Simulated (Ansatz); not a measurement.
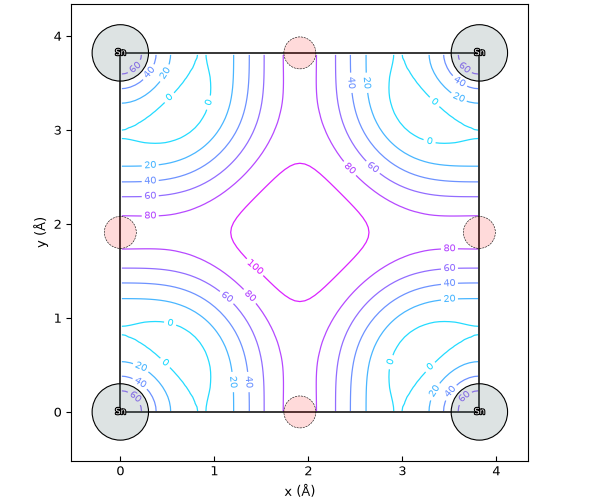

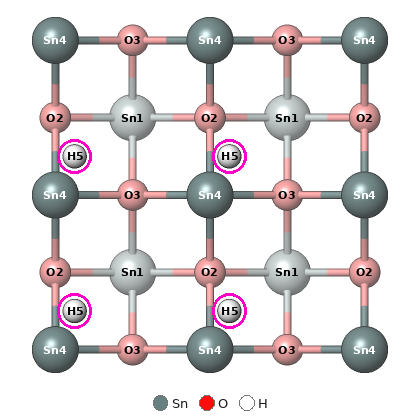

Energy landscape of H on a two-dimensional sheet of SnO (4 atoms of substrate and one adsorbate in a 1 × 1 cell). H is moved over the surface cell at a fixed height above a rigid substrate; the origin of the map has the adsorbate above Sn4; the height is held at 2.20 Å. Places are given modulo a cell vector. The map is drawn in real space over the plane of the surface. The scan uses an 8 × 8 grid; 15 points were computed and 49 follow by symmetry. Energies: meV, counted from the lowest grid point. With one adsorbate in each 1 × 1 cell, its nearest image is 3.8 Å away, so neighbouring adsorbates interact. At a fixed height the lowest place need not be the adsorption site. Computed with Ansatz, DFT PBE+D3(BJ), scalar-relativistic, plane waves, PAW. Settings: cutoff 420 eV, k-mesh 7×7×1, gaussian smearing 0.05 eV, spin-polarised.

The picture shows contour lines labelled in meV, labelled circles for the atoms of the top layer and small ones for the second layer, the outline of one cell of the plane. Between grid points the surface is interpolated. The second picture is the structure at the lowest point; rings mark the moved atoms.

**Where are the wells?**

The lowest grid point is at (1/8, 2/8) of the cell vectors [nearest 1 Sn at 2.45 Å]. The same energy is found at (1/8, 6/8) of the cell vectors [nearest 1 Sn at 2.45 Å]; (6/8, 1/8) of the cell vectors [nearest 1 Sn at 2.45 Å]; (6/8, 7/8) of the cell vectors [nearest 1 Sn at 2.45 Å]. The highest grid point, a fourfold hollow over a third-layer Sn atom, (4/8, 4/8) of the cell vectors, lies 116 meV above the lowest. At the lowest point the adsorbate has 1 Sn at 2.45 Å as nearest neighbours, at the highest 4 Sn at 3.48 Å.

The whole map (15 points run) took 11 min on 1 thread of Arm Neoverse V1, with other jobs on the host.

PAW datasets: the set soft_1.
